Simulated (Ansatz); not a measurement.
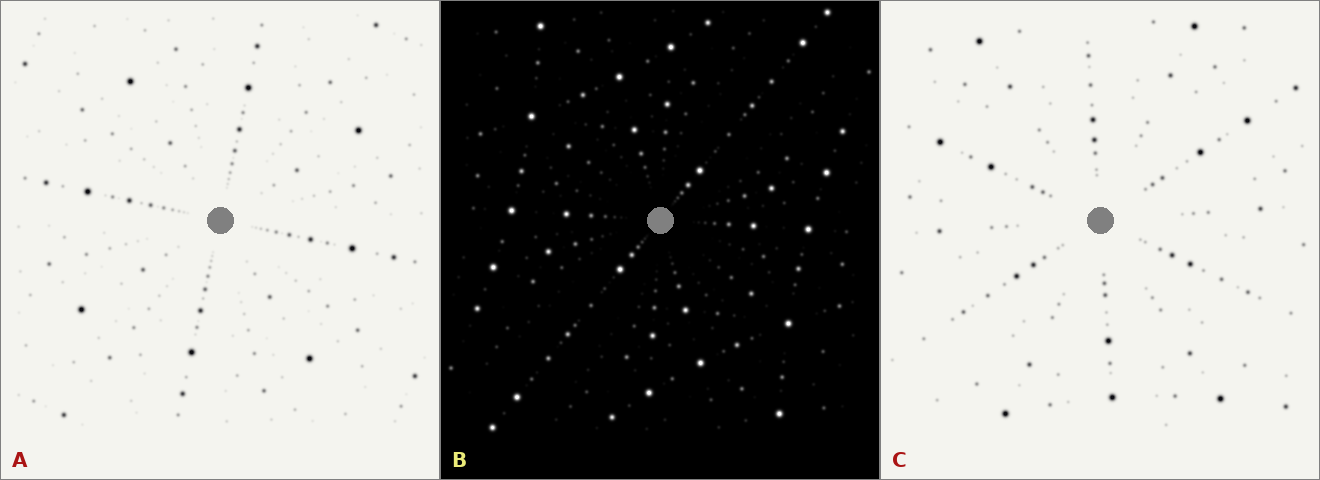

Simulated back-reflection Laue patterns (white X-rays, 0.45 to 2.2 Å, flat plate covering ±45° about the beam, kinematic intensities, seen from the source). Crystal: Ti, space group Fd-3m (No. 227), a = 5.53 Å. Structure: the geometry relaxed with DFT, PBEsol, plane waves (420 eV) with PAW, scalar-relativistic in Ansatz; the starting structure was generated, so it need not be a known form of this composition.

**The directions [001], [110], [111] point towards the source, in some order. Which is which?**

A: [001], symmetry 4mm (a fourfold axis with mirror lines). B: [110], symmetry 2mm (a twofold axis with two mirror lines). C: [111], symmetry 3m (a threefold axis with three mirror lines). The Laue class is m-3m.
